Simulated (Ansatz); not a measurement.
Cell and atoms:

```
CELL_PARAMETERS angstrom
2.42074 0.00000 0.00000
-1.21037 2.09642 0.00000
0.00000 0.00000 8.43683
ATOMIC_POSITIONS crystal
C 0.00000 0.00000 0.33380
C 0.00000 0.00000 0.66620
C 0.66667 0.33333 0.66713
C 0.66667 0.33333 0.99954
C 0.33333 0.66667 0.00046
C 0.33333 0.66667 0.33287
```

Question: Say what kind of structure these coordinates give.

Answer: The element is carbon. Symmetry: R-3m (No. 166), rhombohedral (trigonal R) lattice. The cell holds six atoms. The neighbours of C are three C in a trigonal planar arrangement at 1.40 Å. The bonds build C layers parallel to (001).

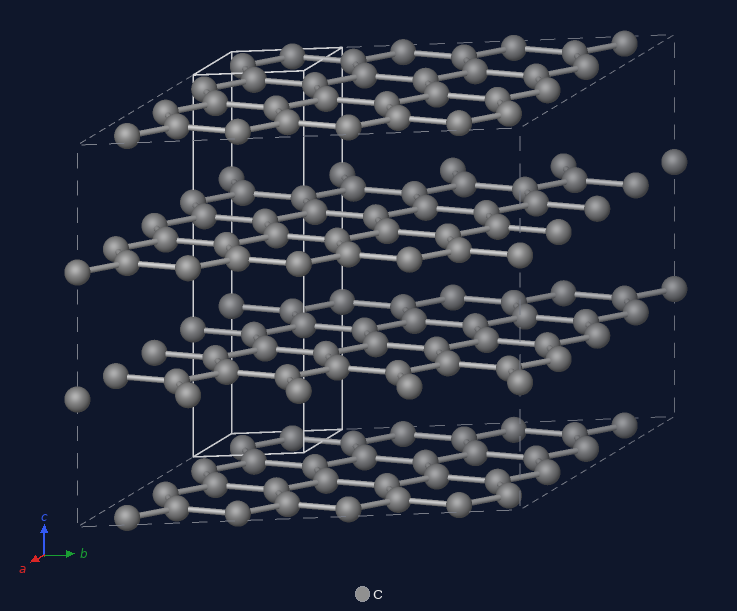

The crystal in a ball-and-stick representation, seen slightly off an axis. The solid frame is a single conventional unit cell within a 4×4×1 block.

It derives from a structure listed in the Materials Project. It was relaxed with DFT LDA, scalar-relativistic, plane waves, PAW in Ansatz under a constraint or pressure on the cell, so some stress remains.

At this level of theory the run's own cell isn't at rest (compressed, at 15 GPa), so its distances can differ from those at equilibrium, the more so the softer the solid.
